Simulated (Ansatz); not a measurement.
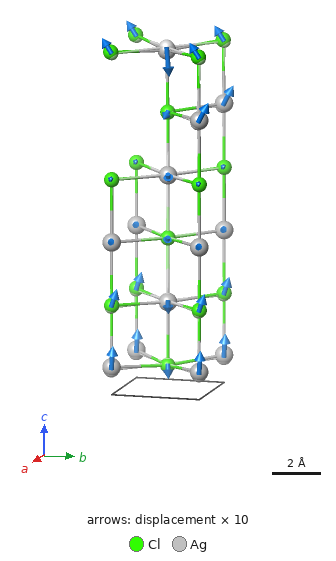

A relaxation of a slab of composition Cl6Ag6. The starting structure is drawn faded, the final one solid; blue arrows show the displacements, magnified 10 times.

Style: ball-and-stick. Shown: the cell of the calculation, outlined in the plane, without the vacuum, slightly off an axis.

All numbers below come from Ansatz, DFT, PBEsol, PAW, plane waves.

Input file:
```yaml
crystal:
  lattice:
    - [2.723874, 2.723874, 0.000000]
    - [-2.723874, 2.723874, 0.000000]
    - [0.000000, 0.000000, 26.619372]
  atoms:
    - { symbol: Cl, position: [0.494348, 0.495781, 0.243845] }
    - { symbol: Cl, position: [0.504871, 0.503192, 0.449325] }
    - { symbol: Cl, position: [0.495267, 0.502855, 0.653332] }
    - { symbol: Cl, position: [0.000770, 0.993207, 0.345601] }
    - { symbol: Cl, position: [0.003664, 0.005024, 0.552265] }
    - { symbol: Cl, position: [0.005463, 0.002034, 0.756775] }
    - { symbol: Ag, position: [0.996611, 0.995547, 0.244541] }
    - { symbol: Ag, position: [0.992730, 0.000635, 0.450430] }
    - { symbol: Ag, position: [0.003082, 0.987743, 0.653169] }
    - { symbol: Ag, position: [0.501121, 0.499159, 0.346541] }
    - { symbol: Ag, position: [0.511201, 0.500912, 0.551332] }
    - { symbol: Ag, position: [0.504700, 0.485889, 0.757037] }
kpoints:
  mp_grid: { grid: [6, 6, 1] }
hamiltonian:
  xc: pbesol
scf:
  occupations: { method: fermi_dirac, width: 0.01 }
relax:
  f_tol: 0.03
  max_steps: 80
  escape_saddle: false
  adjacent_minimum: "off"
output:
  forces: true
  eigenvalues: true
  populations: true
```

Launched with:
```bash
ansatz run in.yaml --threads 8 --pin off --max-ram 118750MiB --runs-dir r --events-out ev --progress --plain --backend cuda --devices 0,
```

Q: Which element moves most?

A: Silver: up to 0.13 Å, against 0.08 Å for chlorine.

Q: Describe the change and its energy.

A: After 3 geometry steps the energy has fallen by 49.8 meV per cell of the calculation. Largest force component: 0.23 eV/Å at the start, 0.01 eV/Å at the end. The atom that moves furthest relative to the layer's centre is Ag12 (0.13 Å along the normal (−c)). Largest moves by element: Ag 0.13 Å, Cl 0.08 Å. The cell doesn't change. Some distances before and after: Cl3–Ag12 2.762 → 2.664 Å, Cl5–Ag9 2.687 → 2.766 Å, Cl4–Ag8 2.791 → 2.722 Å, Cl3–Ag9 2.662 → 2.727 Å. Among the angles between lasting bonds that change: Cl1–Ag7–Cl1 179.2° → 172.2°, Ag7–Cl1–Ag7 179.2° → 172.2°, Ag12–Cl6–Ag12 178.2° → 172.1°.
